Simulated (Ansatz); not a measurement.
Structure data:

```cif
data_structure
_symmetry_space_group_name_H-M 'P 1'
_symmetry_Int_Tables_number 1
_cell_length_a 6.6300
_cell_length_b 6.6300
_cell_length_c 3.3123
_cell_angle_alpha 90.000
_cell_angle_beta 90.000
_cell_angle_gamma 90.000
_cell_volume 145.60
loop_
_atom_site_label
_atom_site_type_symbol
_atom_site_fract_x
_atom_site_fract_y
_atom_site_fract_z
_atom_site_occupancy
Si1 Si 0.13423 0.63423 0.00000 1
Si2 Si 0.86577 0.36577 0.00000 1
Si3 Si 0.63423 0.86577 0.00000 1
Si4 Si 0.36577 0.13423 0.00000 1
W1 W 0.50000 0.50000 0.00000 1
W2 W 0.00000 0.00000 0.00000 1
W3 W 0.65951 0.15951 0.50000 1
W4 W 0.34049 0.84049 0.50000 1
W5 W 0.15951 0.34049 0.50000 1
W6 W 0.84049 0.65951 0.50000 1
```

> Summarise the structure in words.

The solid is Si2W3. It belongs to space group P4/mbm (No. 127) and has a primitive tetragonal lattice. In the cell are 4 Si, 6 W, which makes 2 formula units. The coordination, counted out to bonding distance, is Si 9 and W 4 to 6 (mean 5.3). Not all metal-metal contacts are counted.

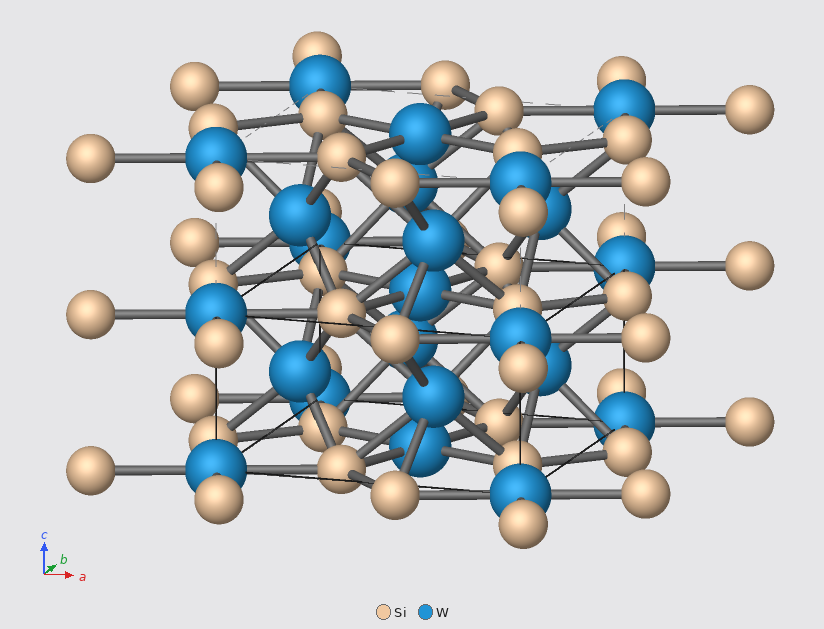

Ball-and-stick representation of a periodic structure, projected slightly off an axis. Shown are 1×1×2 repeats of the conventional unit cell, one of them outlined in solid lines. Some neighbours outside the box are added. Colours: silicon light orange, tungsten blue.

The model was built from a structure listed in the Materials Project. Earlier steps of the study, as a rule a relaxation of our own, may have changed the cell and positions, so they can lie some per cent off the listed ones. It went into a calculation with Ansatz.
